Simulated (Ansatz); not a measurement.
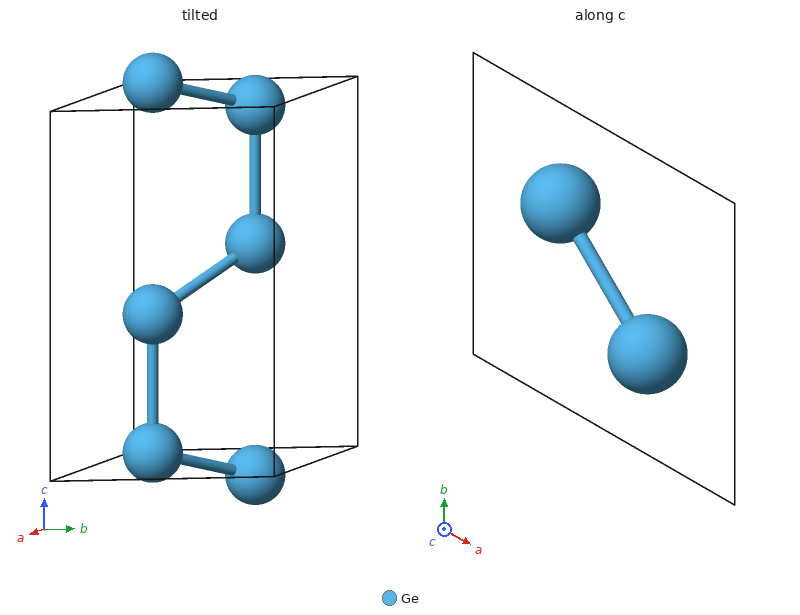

The crystal in a ball-and-stick representation, seen slightly off an axis and along the c axis. The edges of the conventional unit cell are marked.

Ge, space group P-3m1 (No. 164), a = 4.00 Å, b = 4.00 Å, c = 6.60 Å, α = 90.00°, β = 90.00°, γ = 120.00°.

Theory: DFT r2SCAN, scalar-relativistic, plane waves, PAW in Ansatz. Numerical settings: plane-wave cutoff 500 eV, a 12×12×6 k-point mesh, Gaussian smearing of 0.03 eV, no spin polarisation.

Question: Metal or not?

Answer: A metal: bands cross the Fermi level.

Question: Would the cell expand or shrink if it could?

Answer: The computed pressure is 0.3 GPa (compressed: it would expand). The stress isn't hydrostatic: its largest component is 0.9 GPa.

The structure comes from a structure listed in the Materials Project. The cell was then strained or its atoms displaced on purpose. It was the input of a calculation with Ansatz.

At this level of theory the run's own cell isn't at rest (forces up to 1.5 eV/Å), so its distances can differ from those at equilibrium, the more so the softer the solid.
